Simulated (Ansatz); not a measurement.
Consider Sb$_{2}$S$_{3}$.

```cif
data_structure
_symmetry_space_group_name_H-M 'P 1'
_symmetry_Int_Tables_number 1
_cell_length_a 11.2872
_cell_length_b 3.8303
_cell_length_c 10.9233
_cell_angle_alpha 90.000
_cell_angle_beta 90.000
_cell_angle_gamma 90.000
_cell_volume 472.25
loop_
_atom_site_label
_atom_site_type_symbol
_atom_site_fract_x
_atom_site_fract_y
_atom_site_fract_z
_atom_site_occupancy
Sb1 Sb 0.47526 0.25000 0.32603 1
Sb2 Sb 0.02474 0.75000 0.82603 1
Sb3 Sb 0.97526 0.25000 0.17397 1
Sb4 Sb 0.52474 0.75000 0.67397 1
Sb5 Sb 0.34741 0.75000 0.03244 1
Sb6 Sb 0.15259 0.25000 0.53244 1
Sb7 Sb 0.84741 0.75000 0.46756 1
Sb8 Sb 0.65259 0.25000 0.96756 1
S1 S 0.29040 0.25000 0.19139 1
S2 S 0.20960 0.75000 0.69139 1
S3 S 0.79040 0.25000 0.30861 1
S4 S 0.70960 0.75000 0.80861 1
S5 S 0.54847 0.75000 0.12659 1
S6 S 0.95153 0.25000 0.62659 1
S7 S 0.04847 0.75000 0.37341 1
S8 S 0.45153 0.25000 0.87341 1
S9 S 0.37443 0.75000 0.44226 1
S10 S 0.12557 0.25000 0.94226 1
S11 S 0.87443 0.75000 0.05774 1
S12 S 0.62557 0.25000 0.55774 1
```

Space group Pnma.

Level of theory: DFT PBEsol, scalar-relativistic, plane waves, PAW in Ansatz 0.2.0.

Question: What will maps of the valence pseudo-density and electron localisation function show?

Answer: Sb–S (2.49 Å): ρ is about 0.54 e/Å³ halfway; the ELF peaks at about 0.85 in the valence shell of S, 0.8 Å from its nucleus, and is about 0.60 at the midpoint.
Sb–S (2.55 Å): ρ at the midpoint is about 0.49 e/Å³; the ELF peaks at about 0.85 in the valence shell of S, 0.8 Å from its nucleus, and is about 0.60 at the midpoint.

Question: Metal or insulator at this level of theory?

Answer: It is gapped, with a Kohn–Sham gap of 1.2 eV on the k-point mesh, an upper bound to the gap of this method.

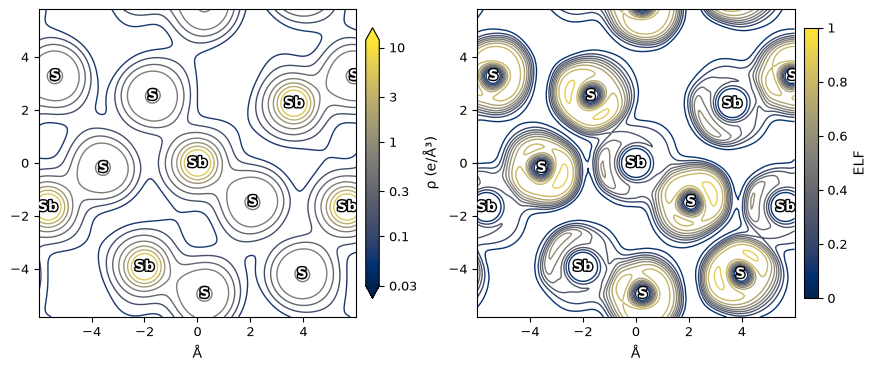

Computed valence pseudo-density and electron localisation function on the (010) plane of the conventional cell, in this order. 
